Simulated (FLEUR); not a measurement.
# Collinear magnetic orders of free-standing square V monolayer, spacing 3.216 A with FLEUR, part 3 of 3

Aim: find out whether free-standing square V monolayer, spacing 3.216 A carries moments, and which collinear order costs least.

FLEUR MaX-R8.1; PBE; all-electron FLAPW film, Dirac cores, scalar-relativistic bands.

So far, largest spin moment in the muffin-tin sphere (μB): step 2 (start 1: ferro +) 3.28; step 3 (start 2: antiferro q=(0,1/2,0) +-) 3.22; step 4 (start 3: antiferro q=(1/2,1/2,0) +-) 3.02.

## 7. Spin–orbit coupling, moments along z

Level of this step: PBE; all-electron FLAPW film, Dirac cores, scalar-relativistic bands with spin-orbit coupling (FLEUR).

Spin–orbit coupling ties the spins to the lattice and lets orbital moments form.

A new self-consistent run of the start antiferro q=(0,1/2,0) +-, with the moments along z. The k list default-1 (kpts.xml, not shown) is a Γ-centred 8×4×1 mesh.

File inp.xml:

```
<?xml version="1.0" encoding="UTF-8" standalone="no"?>
<fleurInput fleurInputVersion="0.39">
   <comment>
      V
   </comment>
   <calculationSetup>
      <cutoffs Kmax="3.6" Gmax="10.8" GmaxXC="10.8" numbands="66"/>
      <scfLoop itmax="120" minDistance="0.00002" maxIterBroyd="15" imix="Anderson" alpha="0.03" precondParam="0.0" spinf="2.0" sdNocoIR="T"/>
      <coreElectrons ctail="T" frcor="F" kcrel="0" coretail_lmax="0"/>
      <xcFunctional name="pbe" relativisticCorrections="F"/>
      <magnetism jspins="2"/>
      <soc l_soc="T" theta="0.0" phi="0.0" spav="F"/>
      <expertModes spex="0" secvar="F"/>
      <geometryOptimization l_f="F" forcealpha="1.0" forcemix="BFGS" epsdisp="0.00001" epsforce="0.00001"/>
      <ldaU l_linMix="F" mixParam="0.05" spinf="1.0"/>
   </calculationSetup>
   <cell>
      <bzIntegration valenceElectrons="26.0" mode="hist" fermiSmearingEnergy="0.00110248">
         <kPointListSelection listName="default-1"/>
         <xi:include xmlns:xi="http://www.w3.org/2001/XInclude" href="kpts.xml"> </xi:include>
      </bzIntegration>
      <xi:include xmlns:xi="http://www.w3.org/2001/XInclude" href="sym.xml"> </xi:include>
      <filmLattice scale="1.0" dVac="6.4" dTilda="8.9">
         <bravaisMatrixFilm>
            <row-1>    6.0773592167136004     0.0000000000000000</row-1>
            <row-2>    0.0000000000000000    12.1547184334272007</row-2>
         </bravaisMatrixFilm>
         <vacuumEnergyParameters vacuum="1" spinUp="-.25" spinDown="-.25"/>
      </filmLattice>
   </cell>
   <atomSpecies>
      <species name="Vanadium (1.500" element="V" atomicNumber="23">
         <mtSphere radius="2.8" gridPoints="925" logIncrement="0.013"/>
         <atomicCutoffs lmax="10" lnonsphr="8"/>
         <electronConfig flipSpins="F">
            <coreConfig>(1s1/2) (2s1/2) (2p1/2) (2p3/2)</coreConfig>
            <valenceConfig>(3s1/2) (3p1/2) (3p3/2) (4s1/2) (3d3/2) (3d5/2)</valenceConfig>
            <stateOccupation state="(3d3/2)" spinUp="0.6" spinDown="0.6"/>
            <stateOccupation state="(3d5/2)" spinUp="1.65" spinDown="0.15"/>
         </electronConfig>
         <energyParameters s="4" p="4" d="3" f="4"/>
         <lo type="SCLO" l="0" n="3" eDeriv="0"/>
         <lo type="SCLO" l="1" n="3" eDeriv="0"/>
      </species>
      <species name="Vanadium (-1.500" element="V" atomicNumber="23">
         <mtSphere radius="2.8" gridPoints="925" logIncrement="0.013"/>
         <atomicCutoffs lmax="10" lnonsphr="8"/>
         <electronConfig flipSpins="F">
            <coreConfig>(1s1/2) (2s1/2) (2p1/2) (2p3/2)</coreConfig>
            <valenceConfig>(3s1/2) (3p1/2) (3p3/2) (4s1/2) (3d3/2) (3d5/2)</valenceConfig>
            <stateOccupation state="(3d3/2)" spinUp="0.6" spinDown="0.6"/>
            <stateOccupation state="(3d5/2)" spinUp="0.15" spinDown="1.65"/>
         </electronConfig>
         <energyParameters s="4" p="4" d="3" f="4"/>
         <lo type="SCLO" l="0" n="3" eDeriv="0"/>
         <lo type="SCLO" l="1" n="3" eDeriv="0"/>
      </species>
   </atomSpecies>
   <atomGroups>
      <atomGroup species="Vanadium (1.500">
         <filmPos label="                   1">.0000000000 .0000000000 .0000000000</filmPos>
         <force calculate="T" relaxXYZ="TTT"/>
      </atomGroup>
      <atomGroup species="Vanadium (-1.500">
         <filmPos label="                   2">.0000000000 1.000/2.000 .0000000000</filmPos>
         <force calculate="T" relaxXYZ="TTT"/>
      </atomGroup>
   </atomGroups>
   <output dos="F" band="F" slice="F">
      <bandDOS minEnergy="-.5*Htr" maxEnergy="0.5*Htr" sigma="0.015" storeEVData="T"/>
      <plotting iplot="0" polar="F">
         <plot TwoD="T" vec1="  1.0  0.0  0.0" vec2="  0.0  1.0  0.0" vec3="  0.0  0.0  1.0" zero="  0.0  0.0 -0.5" file="plot"/>
      </plotting>
      <moessbauerParams electricFieldGradient="F" isomerShift="F" coreHyperfine="F" valenceHyperfine="F"/>
   </output>
</fleurInput>
```

File crystal.txt:

```
V
&input film=T cartesian=F /
3.21600000000  0.00000000000  0.00000000000
0.00000000000  6.43200000000  0.00000000000
0.00000000000  0.00000000000  1.00000000000
1.8897261246
1.0 1.0 1.0

2
23 0.00000000000  0.00000000000  0.00000000000 : 1.500
23 0.00000000000  0.50000000000  0.00000000000 : -1.500

&soc 0.0000000 0.0000000 /
&kpt div1=8 div2=4 div3=1 gamma=T /
```

Command:

```bash
$ OMP_NUM_THREADS=1 inpgen -f crystal.txt > inpgen.log  # inp.xml is then edited as shown
$ OMP_NUM_THREADS=1 mpirun -n 2 fleur_MPI > fleur.log
```

The program printed:

```text
[banner, memory and clock lines left out]
Welcome to FLEUR        (www.flapw.de)
      MaX-Release 8.1          (www.max-centre.eu)

 ========== k-point set info ==========
 Selected k-point list: default-1
 k-point list type: mesh
 8 x 4 x 1
 Number of k points: 18

 [... set-up left out ...]
 Iteration:     1   Distance:      19.84011776 me/bohr^3
 Iteration:     2   Distance:      19.07734378 me/bohr^3
 Iteration:     3   Distance:       9.34960066 me/bohr^3
 Iteration:     4   Distance:       7.61861228 me/bohr^3
 Iteration:     5   Distance:       5.10775051 me/bohr^3
 Iteration:     6   Distance:       6.22390408 me/bohr^3
 Iteration:     7   Distance:       2.45600150 me/bohr^3
 Iteration:     8   Distance:       2.26843714 me/bohr^3
 Iteration:     9   Distance:       1.97752111 me/bohr^3
 Iteration:    10   Distance:       0.67514831 me/bohr^3
[... 14 iterations left out ...]
 Iteration:    25   Distance:       0.00102822 me/bohr^3
 Iteration:    26   Distance:       0.00063802 me/bohr^3
 Iteration:    27   Distance:       0.00027868 me/bohr^3
 Iteration:    28   Distance:       0.00015588 me/bohr^3
 Iteration:    29   Distance:       0.00013550 me/bohr^3
 Iteration:    30   Distance:       0.00013077 me/bohr^3
 Iteration:    31   Distance:       0.00012172 me/bohr^3
 Iteration:    32   Distance:       0.00004716 me/bohr^3
 Iteration:    33   Distance:       0.00002717 me/bohr^3
 Iteration:    34   Distance:       0.00001601 me/bohr^3

 ********************************************************************
 Run finished successfully
 Stop message:
   all done
 ********************************************************************

--- out.xml (last complete iteration) ---
<iteration numberForCurrentRun="   34" overallNumber="   34">
         [... left out ...]
         <bandgap value="0.0000002988" units="eV"/>
         <sumValenceSingleParticleEnergies value="-29.8378192424" units="Htr"/>
         <FermiEnergy value="-0.1497610856" units="Htr"/>
         [... left out ...]
         <magneticMomentsInMTSpheres units="muBohr">
            <globalMagMoment atomType="1" vec="0.00000   0.00000   3.21653"/>
            <globalMagMoment atomType="2" vec="0.00000   0.00000  -3.21653"/>
         </magneticMomentsInMTSpheres>
         <orbitalMomentsInMTSpheres units="muBohr">
            <globalMagMoment atomType="1" vec="0.00000   0.00000  -0.05604"/>
            <globalMagMoment atomType="2" vec="0.00000   0.00000   0.05604"/>
         </orbitalMomentsInMTSpheres>
         [... left out ...]
         <totalEnergy value="    -1898.3919096415" units="Htr">
            <sumOfEigenvalues value="    -1126.5238450048">
               <coreElectrons value="-1096.6860257624"/>
               <valenceElectrons value="-29.8378192424"/>
            </sumOfEigenvalues>
         [... left out ...]
            <freeEnergy value="-1898.3927606709"/>
            <extrapolationTo0K value="-1898.3923351562"/>
         </totalEnergy>
         <densityConvergence units="me/bohr^3">
            <chargeDensity spin="1" distance="0.0000087660"/>
            <chargeDensity spin="2" distance="0.0000129415"/>
            <overallChargeDensity distance="0.0000160061"/>
            <spinDensity distance="0.0000152466"/>
         </densityConvergence>
      </iteration>
```

Elapsed: 2.1 min, on 2 MPI ranks of Arm Neoverse V2, shared host; peak memory 0.41 GiB.

Spin moment in the muffin-tin sphere by atom:

```tsv
atom	spin moment in the muffin-tin sphere (μB)
V1	3.22
V2	-3.22
```

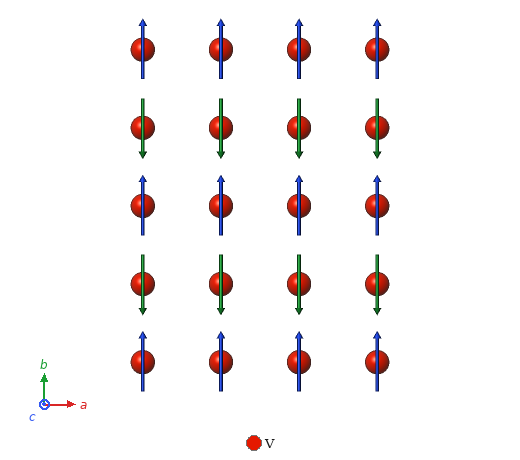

Spin moment in the muffin-tin sphere as arrows, the longest 3.22 μB. Up and down stand for the sign. Arrows give size and sign along the axis of quantisation, drawn up and down the page. The two directions have two colours. 3×2×1 cells are drawn. Some periodic images of atoms are drawn too.

This step gave:

```
free energy                                                       : -51657.8987 eV
program's band gap on this mesh (in a metal only a level spacing) : 2.99e-7 eV
magnetization                                                     : 0 μB
final state                                                       : antiferromagnetic
orbital moment along the spin                                     : -0.05604 μB
```

Orbital moment in the sphere, along the spin axis by atom:

```tsv
atom	orbital moment in the sphere, along the spin axis (μB)
V1	-0.0560
V2	0.0560
```

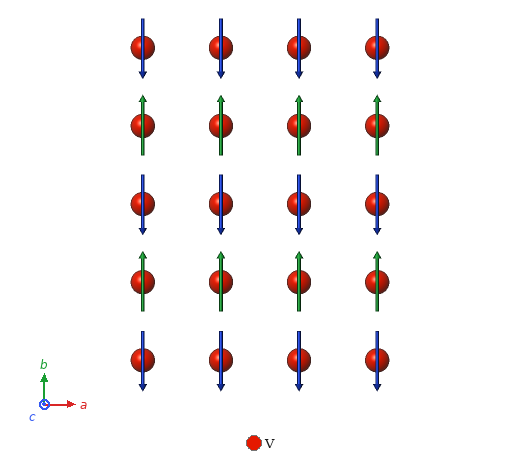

Orbital moment in the sphere, along the spin axis as arrows, the longest 0.0560 μB. Up and down stand for the sign. Arrows give size and sign along the axis of quantisation, drawn up and down the page. The two directions have two colours. 3×2×1 cells are drawn. Some periodic images of atoms are drawn too.

## 8. Summary of results

* lowest state found: antiferromagnetic (typed antiferro q=(0,1/2,0) +-)
* largest site spin moment: 3.22 μB
* next finished state: ferromagnetic, 56.3 meV a seeded atom higher
* energy gained by spin polarisation: 1220 meV a seeded atom
* orbital moment on the atom of largest spin, along its spin (spin–orbit run): -0.0560 μB

**Reading.** The lowest state found is antiferromagnetic, reached from the start antiferro q=(0,1/2,0) +-, with moments up to 3.22 μB. The next finished state costs 56 meV a seeded atom. Forming the largest moments gains far more than ordering them, so they should outlast the ordering temperature. The orbital moment is antiparallel to the spin, as Hund's third rule has it for a shell under half filled. This is the lowest of 4 finished starts, no proof of the ground state.

[Logs and program files are shortened in this print: banners, set-up blocks, solver, clock and traceback lines can be left out without a mark of their own.]

[Logs are printed without paths, hosts, clocks, repeated set-up lines and the standing remarks that a program may print on its own settings, such as how far it seeks lower states.]

[Hosts, paths, dates, database ids (printed as entryN), source tags and the programs' standing remarks are cut or masked in the printed files.]

[Where a cell is said to come from a database of computed structures, the database is the Materials Project.]
